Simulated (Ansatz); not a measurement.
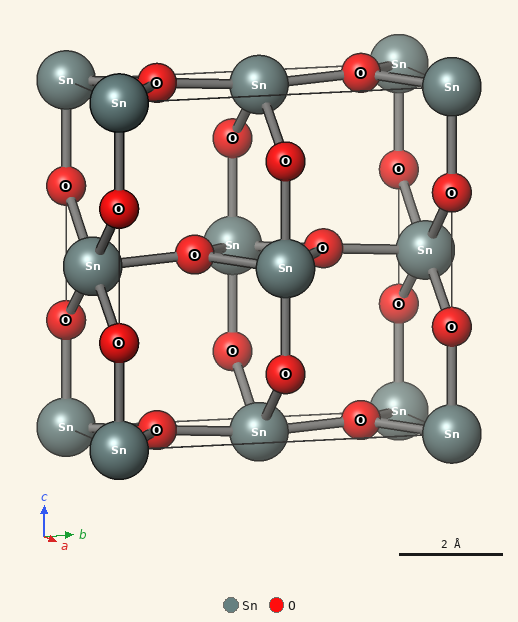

Fig. 1: The input geometry (ball-and-stick view of the cell 2 times as large as that of the calculation, set on its symmetry axes, seen slightly off an axis). An atom can appear more than once, as a periodic image. Near neighbours in the periodic cell (some may lie outside the picture): Sn has 6 O at 2.07 to 2.11 Å; O has 3 Sn at 2.07 to 2.11 Å.

## SnO₂: single-point calculation

System: SnO₂ (6 atoms in the cell).
Method: DFT, PBE, plane waves, PAW, spin-polarised (Ansatz 0.2.0).

The structure derives from an entry of the Crystallography Open Database. Some settings of this run were made unusual or wrong on purpose.

### Input file
```yaml
crystal:
  lattice:
    - [4.8277050007, 0.0, 0.0]
    - [0.0, 4.8277050007, 0.0]
    - [0.0, 0.0, 3.2379909335]
  atoms:
    - { symbol: Sn, position: [-0.0005326032, -0.0005326032, 0.0] }
    - { symbol: Sn, position: [0.4960092819, 0.4960092819, 0.5] }
    - { symbol: O, position: [0.30800705, 0.30800705, 0.0] }
    - { symbol: O, position: [0.2087741074, 0.8219842808, 0.5] }
    - { symbol: O, position: [0.6947968766, 0.6947968766, 0.0] }
    - { symbol: O, position: [0.8219842808, 0.2087741074, 0.5] }
basis:
  ecutwfc: 420
kpoints:
  mp_grid: { grid: [6, 6, 8] }
hamiltonian:
  xc: pbe
scf:
  occupations: { method: gaussian, width: 0.05 }
  max_iter: 75
output:
  forces: true
  eigenvalues: true
  stress: true
magnetization:
  spin_polarized: true
  initial_magnetization: 1
```

Run on 2 threads of Arm Neoverse V2, 24 GiB of memory available, shared host.

Command:
```bash
ansatz run input.yaml --threads 2 --pin off --max-ram 5120MiB --backend cpu --events-out ev --progress --plain --runs-dir out
```

### Output
```
Engine: ansatz 0.2.0, aarch64-unknown-linux-gnu
Pseudopotentials: kind: paw
Pseudopotential: Sn, paw, valence charge 14, recommended cutoff 420 eV (normal), Sn.paw.azcp
Pseudopotential: O, paw, valence charge 6, recommended cutoff 420 eV (normal), O.paw.azcp
Functional definition: PBE
  parameter kappa = 0.804
  parameter beta = 0.06672455060314922
  exchange = pbe_x(kappa = kappa, mu = beta*pi^2/3)
  correlation = pbe_c(beta = beta)
Crystal: 6 atoms, lattice volume = 75.467 Å³
Basis set: ecut = 420 eV, 1495 PW (Γ), exchange–correlation on 72×72×48 points (8 copies of the dense FFT grid, shifted against one another)
Bands: 33, of which v1, the nominal top of the filled ones, is band 26 counted from 1 (25 counted from 0)
Symmetry: 4 space group operations
Space group: Amm2 (ITA 38), of the structure as read, at distance tolerance 4.2e-5 Å
Magnetic group: BNS 38.187 (UNI 285), of the structure as read, at distance tolerance 4.2e-5 Å
k-points: 65 of 288 (time reversal used)
Non-local potential: Sn, projectors of the file, l = 0: 2, l = 1: 2, l = 2: 2, l = 3: 2
Non-local potential: O, projectors of the file, l = 0: 2, l = 1: 2, l = 2: 1
PAW form: soft (Blöchl's): semilocal exchange-correlation on the pseudo side does not see the compensation charge
PAW one-centre angular grid: Sn, 590 points (default); XC on 64 Gauss nodes
PAW one-centre angular grid: O, 110 points (default); XC on 64 Gauss nodes
Initial density: superposition of atomic densities (chi_scale 0.1, normalization cell, long waves kept (reshape's long-wave potential 0.00 eV rms))
Starting moments: Σ|m| = 1 μB on 6 of 6 sites
Initial wavefunctions: pseudopotential atomic-orbital guess
Functional: x = pbe(κ = 0.804, μ = 0.2195149727645171), c = pbe(β = 0.06672455060314922)
SCF iter   1: F=—  HF=-14316.850477 eV  |F-HF|=—  |Δ(HF+E_count)|=         —  Δρ=4.09e-2 (↑3.49e-2 ↓4.09e-2)  dr2=3.04e0  dr2_m=7.66e-2  M=1.000 μB ∫|m|=1.022 μB  β_m=1.00  ethr=3.10e-3  ⟨swp⟩=6.0  Hψ=19162  notcnv=0  defer=25
preconditioner: auto → Kerker (q_TF=auto, 2.564 Å⁻¹)  [metal: Δε(μ)=0.004 eV  Ē_g=19.811 eV  σ=0.050 eV  W_gap=0.04  n_scr=18 (ndim 8)  ℏωp=30.8 eV  f_vac=0.000  D(μ)=3.14/eV (n_scr^D=30)]
spin=Collinear: Kerker preconditioning applied to the charge; magnetization (m = ρ↑ − ρ↓) channel mixes plain (no charge-response kernel on spin).
SCF iter   2: F=—  HF=-14318.285551 eV  |F-HF|=—  |Δ(HF+E_count)|=         —  Δρ=3.83e-2 (↑2.89e-2 ↓3.83e-2)  dr2=1.87e0  dr2_m=1.57e-1  M=0.000 μB ∫|m|=0.134 μB  β_m=0.30  ethr=3.10e-3  ⟨swp⟩=2.0  Hψ=5913  notcnv=0  defer=304
Mixer restart at iter 2: flushing history
preconditioner: auto → Resta (q_TF=auto, 2.564 Å⁻¹)  ε∞=3.4  [insulator: Δε(μ)=0.747 eV  Ē_g=20.047 eV  σ=0.050 eV  W_gap=1.00  n_scr=18 (ndim 8)  ℏωp=30.8 eV  f_vac=0.000  D(μ)=0.00/eV (n_scr^D=0)  ε∞_Penn≈3.4]
spin=Collinear: Resta preconditioning applied to the charge; magnetization (m = ρ↑ − ρ↓) channel mixes plain (no charge-response kernel on spin).
SCF iter   3: F=—  HF=-14318.030068 eV  |F-HF|=—  |Δ(HF+E_count)|=   2.55e-1  Δρ=2.49e-2 (↑2.20e-2 ↓2.49e-2)  dr2=7.68e-1  dr2_m=8.31e-2  M=0.000 μB ∫|m|=0.104 μB  β_m=0.30  ethr=3.10e-3  ⟨swp⟩=2.0  Hψ=4613  notcnv=0  defer=304
SCF iter   4: F=—  HF=-14317.912235 eV  |F-HF|=—  |Δ(HF+E_count)|=   1.18e-1  Δρ=1.44e-2 (↑1.44e-2 ↓8.83e-3)  dr2=1.06e-1  dr2_m=4.41e-2  M=0.000 μB ∫|m|=0.081 μB  β_m=0.30  ethr=1.48e-3  ⟨swp⟩=2.8  Hψ=7787  notcnv=0  defer=316
SCF iter   5: F=—  HF=-14317.917240 eV  |F-HF|=—  |Δ(HF+E_count)|=   5.01e-3  Δρ=7.52e-3 (↑4.70e-3 ↓7.52e-3)  dr2=1.23e-2  dr2_m=2.36e-2  M=0.000 μB ∫|m|=0.063 μB  β_m=0.30  ethr=2.03e-4  ⟨swp⟩=2.9  Hψ=8762  notcnv=0  defer=346
SCF iter   6: F=—  HF=-14317.920490 eV  |F-HF|=—  |Δ(HF+E_count)|=   3.25e-3  Δρ=4.53e-3 (↑4.53e-3 ↓4.46e-3)  dr2=2.85e-3  dr2_m=1.28e-2  M=0.000 μB ∫|m|=0.049 μB  β_m=0.30  ethr=2.36e-5  ⟨swp⟩=2.0  Hψ=5799  notcnv=0  defer=346
SCF iter   7: F=—  HF=-14317.926284 eV  |F-HF|=—  |Δ(HF+E_count)|=   5.79e-3  Δρ=3.20e-3 (↑3.18e-3 ↓3.20e-3)  dr2=2.04e-4  dr2_m=6.97e-3  M=0.000 μB ∫|m|=0.039 μB  β_m=0.30  ethr=5.48e-6  ⟨swp⟩=2.0  Hψ=7884  notcnv=0  defer=346
SCF iter   8: F=—  HF=-14317.927647 eV  |F-HF|=—  |Δ(HF+E_count)|=   1.36e-3  Δρ=2.45e-3 (↑2.27e-3 ↓2.45e-3)  dr2=5.28e-5  dr2_m=3.84e-3  M=0.000 μB ∫|m|=0.030 μB  β_m=0.30  ethr=3.92e-7  ⟨swp⟩=2.0  Hψ=6008  notcnv=0  defer=346
Mixer restart at iter 8: flushing history
spin-set hold released at iteration 8 (site moments contracting): the magnetisation degrees of freedom join the quasi-Newton model from the next iteration; the mixer history was flushed
SCF iter   9: F=—  HF=-14317.928374 eV  |F-HF|=—  |Δ(HF+E_count)|=   7.27e-4  Δρ=1.81e-3 (↑1.70e-3 ↓1.81e-3)  dr2=2.60e-5  dr2_m=2.13e-3  M=0.000 μB ∫|m|=0.024 μB  β_m=0.65  ethr=1.01e-7  ⟨swp⟩=2.5  Hψ=7418  notcnv=0  defer=346
SCF iter  10: F=—  HF=-14317.929277 eV  |F-HF|=—  |Δ(HF+E_count)|=   9.02e-4  Δρ=8.84e-5 (↑7.95e-5 ↓8.84e-5)  dr2=9.86e-7  dr2_m=4.68e-6  M=0.000 μB ∫|m|=0.003 μB  β_m=0.76  ethr=5.00e-8  ⟨swp⟩=3.0  Hψ=8747  notcnv=0  defer=346
SCF iter  11: F=—  HF=-14317.929272 eV  |F-HF|=—  |Δ(HF+E_count)|=   4.56e-6  Δρ=3.92e-5 (↑3.92e-5 ↓2.19e-5)  dr2=9.15e-7  dr2_m=4.42e-7  M=0.000 μB ∫|m|=0.001 μB  β_m=0.83  ethr=1.90e-9  ⟨swp⟩=2.5  Hψ=8003  notcnv=0  defer=346
SCF iter  12: F=—  HF=-14317.929273 eV  |F-HF|=—  |Δ(HF+E_count)|=   7.72e-7  Δρ=2.35e-5 (↑1.86e-5 ↓2.35e-5)  dr2=1.00e-6  dr2_m=3.55e-8  M=0.000 μB ∫|m|=0.000 μB  β_m=0.68  ethr=1.76e-9  ⟨swp⟩=3.0  Hψ=8045  notcnv=0  defer=346
SCF iter  13: F=—  HF=-14317.929273 eV  |F-HF|=—  |Δ(HF+E_count)|=   1.72e-7  Δρ=3.31e-6 (↑3.25e-6 ↓3.31e-6)  dr2=1.48e-8  dr2_m=4.35e-9  M=0.000 μB ∫|m|=0.000 μB  β_m=0.74  ethr=1.92e-10  ⟨swp⟩=9.8  Hψ=21413  notcnv=0
SCF iter  14: F=—  HF=-14317.929273 eV  |F-HF|=—  |Δ(HF+E_count)|=   7.08e-9  Δρ=1.76e-6 (↑1.76e-6 ↓1.65e-6)  dr2=4.97e-9  dr2_m=6.59e-10  M=0.000 μB ∫|m|=0.000 μB  β_m=0.74  ethr=2.85e-11  ⟨swp⟩=4.0  Hψ=10776  notcnv=0
SCF iter  15: F=-14317.929273 eV  HF=-14317.929273 eV  |F-HF|=2.24e-10  |Δ(HF+E_count)|=   1.55e-9  Δρ=5.92e-7 (↑4.93e-7 ↓5.92e-7)  dr2=7.28e-10  dr2_m=2.29e-11  M=0.000 μB ∫|m|=0.000 μB  ethr=9.56e-12  ⟨swp⟩=3.0  Hψ=9636  notcnv=0
SCF 1 converged in 15 iterations: F = -14317.929273 eV  dr2 = 7.28e-10
  greatest PAW one-centre occupation: 0.996 electrons in one spin orbital (limit 2), on the Sn atom at site 1 (counted from 0), in its partial waves of l = 2
```

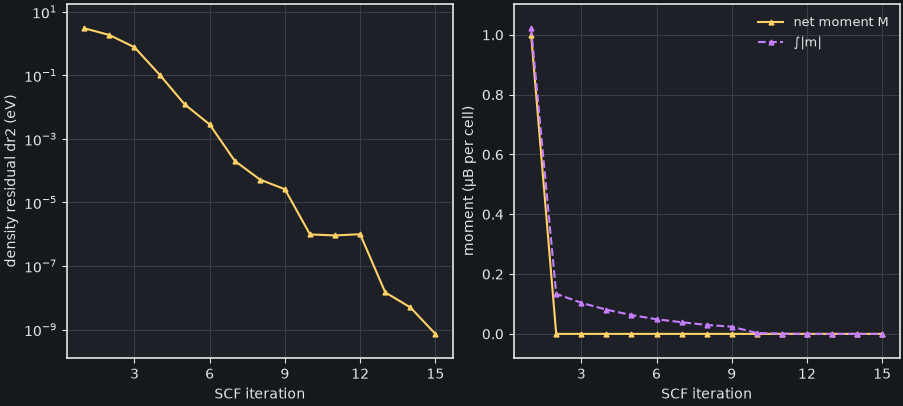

Fig. 2: Convergence of the self-consistent field: density residual dr2 and magnetic moment against the SCF iteration. The residual falls almost steadily, with no more than small rises. The net moment goes from 1.0 to 0.0 μB per cell, and ∫|m| falls to zero.

```
WARN: the starting moments were not kept: the SCF closed with an absolute magnetisation of 3.3e-6 μB, where they sum to 1 μB in size (6 sites). That is at most 0.1 of that sum. Measured as dr2_m measures the in/out step, that magnetisation stands 1.6e-12 eV from none, at or under the dr2_threshold of 1.0e-7 eV: it is no larger than a step whose dr2_m would equal this threshold. The system may hold no moment; this SCF shows only that its start led to no more than that. To try another start: raise the starting moments (crystal.atoms[].spin, magnetization.per_species, magnetization.initial_magnetization, or on a non-collinear deck that types none of these the spinor_matrix: blocks that start its atoms; where the total moment is fixed, keep their sum and leave initial_magnetization as it is; typed ones take the place of any that the run laid by itself, positive ones on a crystal's lanthanoids without a Hubbard term where scf.initial_density.shell_occupations: [] is typed) or, if the notice of its spin-set hold's release reads "site moments contracting" or "site moments show no strong build", lengthen the hold (scf.mixing.spin_hold: { on: { confirm: 4 } }; for m-r²SCAN on two components see the key's manual first). Each may lead to a state that holds a moment. A second SCF, from the converged charge density, with the starting moments and any scf.initial_density.shell_occupations laid on it anew, would have followed, and was not run: the deck does not ask for one (magnetization.retry_lost_moments is false, the default). To let it run, set magnetization.retry_lost_moments: true and run the deck again, where that key's refused combinations let it; where memory then withholds it, that run's warning says so.
SCF converged after 15 iterations
Magnetization: 0.0000 μB (26.0000 up, 26.0000 down)
Absolute magnetization: 0.0000 μB (∫|ρ↑−ρ↓|, with the PAW one-centre terms)
Spin contamination: 0.0000 ħ² per cell (⟨S²⟩ above its minimum at these occupations)
Per-site moments (μB) at R_I (Å): [(-4.769962159761588e-8, 0.8580450875895229), (-3.914655695683632e-8, 0.852258538783914), (-3.206548980897565e-7, 0.852258538783914), (-2.7404208910809527e-8, 0.862940359744489), (1.3619576796564365e-7, 0.8580450875895229), (-2.740420886882369e-8, 0.862940359744489)]
Free energy (F): -14317.929273 eV
Harris-Foulkes:  -14317.929273 eV  (|F-HF|=2.24e-10)
Internal energy: -14317.929273 eV  (E = F + TS)
E sigma→0 (E₀):  -14317.929273 eV
Fermi energy:    9.086245 eV
--- Per-component energies (eV) ---
  E_band       = -154.507034
  E_kinetic    = 1077.847700
  E_local      = -2960.518832  (includes V_loc(G=0)·N_el)
  E_nonlocal   = 133.794129
  E_hartree    = 1522.534156
  E_xc         = -1053.253441
  E_vxc        = -561.662196  (∫ρ·V_xc dr)
  E_paw        = -8928.203511  (= ΣΔE_a)
  E_vpaw       = -889.045689  (= ΣTr[D̂ρ^β])
  E_aug_tail   = 0.009843  (compensation charges beyond the density's cutoff)
  E_ewald      = -4110.139317
  E_smearing   = -0.000000  (= −TS)
  E_closure    = -0.000000  (closes the sum)
  Σ components = -14317.929273   (vs F -14317.929273, Δ=0.00e0)
--- Forces (eV/Å), atoms counted from 1 ---
  atom   1  Sn     0.05846537     0.05846537     0.00000000
  atom   2  Sn     0.40852512     0.40852512     0.00000000
  atom   3  O     -0.02044089    -0.02044089     0.00000000
  atom   4  O     -0.20149132    -0.22897061     0.00000000
  atom   5  O     -0.01608846    -0.01608846     0.00000000
  atom   6  O     -0.22897061    -0.20149132     0.00000000
  max |Σ_I F_I| component: 7.88e-7 eV/Å
--- Stress (GPa, compression-positive) ---
       -0.167647       0.113593       0.000000
        0.113593      -0.167647       0.000000
        0.000000       0.000000       0.135047
  P = ⅓ Tr σ = -0.0667 GPa (-0.667 kbar)
--- Band table (eV; the first three rows and the last of 130) ---
  k-point 0 ↑: bands = ["-12.2889", "-11.6416", "-11.4401", "-11.4184", "-11.4079", "-11.3392", "-11.3230", "-11.2483", "-11.2170", "-11.2135", "-9.9074", "-8.1930", "-8.1700", "-6.6858", "0.7991", "4.8551", "4.8679", "4.9773", "5.8287", "6.7540", "6.7817", "7.5017", "7.5105", "7.9906", "8.0248", "8.7404", "9.4321", "14.2514", "14.8085", "15.0195", "18.8377", "18.8938", "20.1527"]
  k-point 1 ↑: bands = ["-12.2245", "-11.5826", "-11.5289", "-11.5276", "-11.4158", "-11.3488", "-11.3149", "-11.2486", "-11.2336", "-11.2305", "-9.8204", "-7.9902", "-7.9696", "-6.7866", "0.7995", "4.8266", "4.9985", "5.0023", "5.7671", "5.9284", "6.6158", "6.9704", "6.9705", "8.0307", "8.0395", "8.6319", "10.4361", "14.5913", "15.4209", "15.5720", "17.8772", "19.7167", "20.1067"]
  k-point 2 ↑: bands = ["-12.0576", "-11.7917", "-11.7766", "-11.4576", "-11.3531", "-11.3456", "-11.3005", "-11.2664", "-11.2634", "-11.2504", "-9.5356", "-7.5334", "-7.5162", "-7.1022", "0.8488", "4.1879", "4.6258", "5.3180", "5.3234", "5.9864", "6.0009", "6.2229", "6.2337", "7.9295", "7.9360", "8.3118", "12.0105", "15.0375", "16.7694", "16.8548", "17.2722", "19.9035", "19.9245"]
  k-point 64 ↓: bands = ["-12.1018", "-12.0768", "-11.6637", "-11.6621", "-11.3111", "-11.3093", "-11.2660", "-11.2589", "-11.2200", "-11.2150", "-8.1974", "-8.1818", "-6.9814", "-6.9795", "1.0106", "1.0220", "3.9552", "3.9904", "6.2331", "6.2634", "6.3243", "6.3458", "7.7911", "7.8256", "7.9703", "8.0123", "13.0835", "13.0943", "17.3158", "17.3303", "19.1105", "19.2427", "19.4147"]
```

### Outcome

| quantity | value |
| --- | --- |
| outcome | converged |
| space group (tolerance 0.01 Å) | Amm2 (38) |
| electrons treated | 52 |
| free energy | −14317.9293 eV |
| Fermi energy | 9.086 eV |
| gap on the k-point mesh | 0.69 eV |
| net moment of the cell | 0.00 μB |
| integrated absolute moment | 0.00 μB |
| pressure | −0.07 GPa |
| largest force (length of the vector) | 0.578 eV/Å |
| wall time | 29 s (CPU time 56 s) |
| peak memory | 0.45 GiB |

### Notes

A setting was made wrong on purpose: an impossible spin (`magnetization`). It did no harm here: the run converged to the energy of the sound run within 1 meV per atom. Warnings of the run: some starting moments were not kept.
